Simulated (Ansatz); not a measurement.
System: HfC, space group Fm-3m (No. 225) (one of a set of cubic test structures, which need not be the stable phase).

How it was computed, with Ansatz 0.2.0 development build: equation of state of a cubic crystal from periodic Kohn-Sham density functional theory without spin, third-order Birch-Murnaghan fit to the free energies; pressure corrected for the finite basis. Level: HSE06.

structure type rock salt; atoms in cell 2; space group number 225; lattice centring face-centred primitive; k mesh 4×4×4; occupation method Fermi–Dirac; occupation width 0.1 eV; wave cutoff 420 eV; datasets soft-1 PAW; density tolerance 0 eV; bands 19; density cutoff ratio 4; search for lower states default; exchange singularity Wigner-Seitz.

What does the calculation give for the energy above the lowest point against volume? The volume takes the values 11.56, 11.94, 12.32, 12.69, 13.07 Å³/atom.

A third-order Birch–Murnaghan fit gives V0 = 12.51 Å³/atom, B0 = 227 GPa and B′ = 3.7. The energy above the lowest point is 55.6 meV/atom at volume 11.56 Å³/atom and 14.8 meV/atom at 13.07 Å³/atom; the lowest computed point is at volume 12.69 Å³/atom (0.0 meV/atom), and no other minimum shows among the points.

| volume (Å³/atom) | energy above the lowest point (meV/atom) |
| --- | --- |
| 11.56 | 55.6 |
| 11.94 | 17.9 |
| 12.32 | 0.4 |
| 12.69 | 0.0 |
| 13.07 | 14.8 |

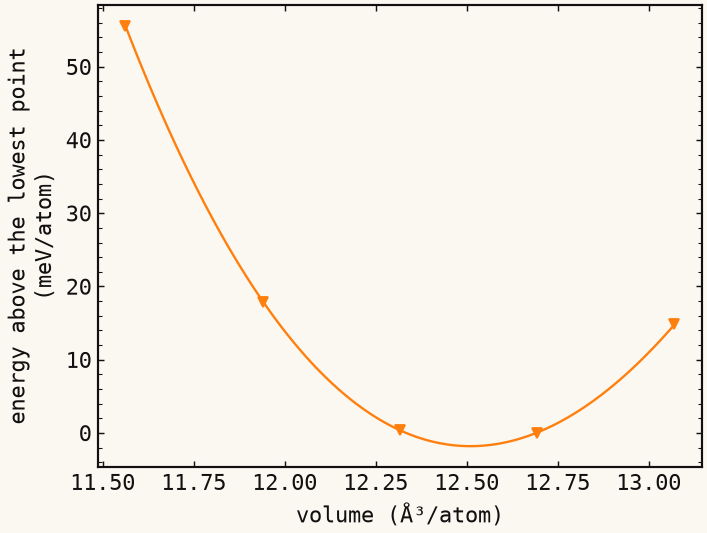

Limits of the calculation: coarse k-mesh, values are not converged in k.
